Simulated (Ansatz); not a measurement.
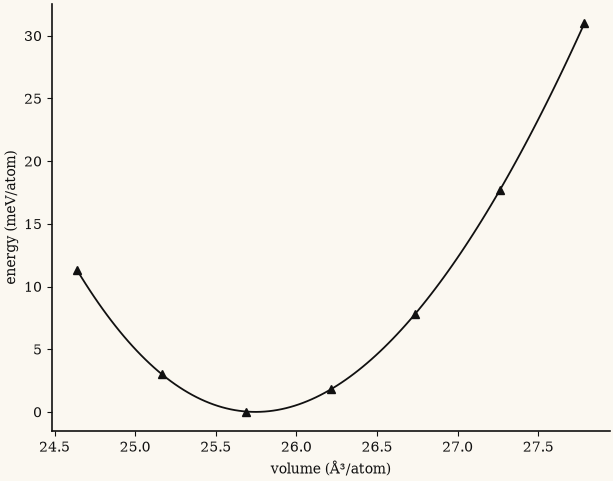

The plot gives the computed energy against volume for Sb, space group Im-3m (No. 229).

Starting cell:
```
CELL_PARAMETERS angstrom
-1.87134 1.87134 1.87134
1.87134 -1.87134 1.87134
1.87134 1.87134 -1.87134
ATOMIC_POSITIONS crystal
Sb 0.00000 0.00000 0.00000
```

Method: all-electron LAPW DFT, no spin polarisation; energies at scaled volumes of the given cell, shape and fractions fixed, counted from the fit's minimum, third-order Birch-Murnaghan fit (Ansatz 0.2.0). Level: LDA.

- k mesh: 10×10×10
- occupations: Fermi–Dirac
- smearing width: 0.05 eV
- potentials: all electron LAPW, scalar relativistic
- program settings: basis error eV/atom 0.001

This calculation gives: equilibrium volume 25.75 Å³/atom and bulk modulus 70.4 GPa.

Now the level changes from LDA to PBEsol. How do these quantities change?

The equilibrium volume rises from 25.75 to 26.21 Å³/atom (+1.8 %) and the bulk modulus falls from 70.4 to 67.4 GPa (−4.3 %).

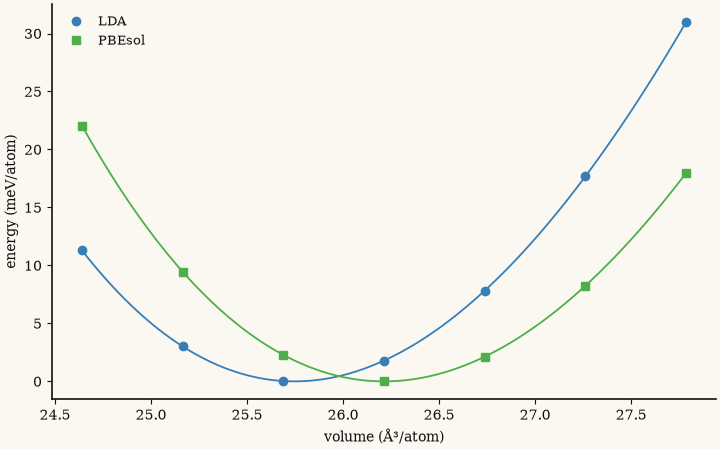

The two results together.

V0 and the bulk modulus come from third-order Birch–Murnaghan fits.
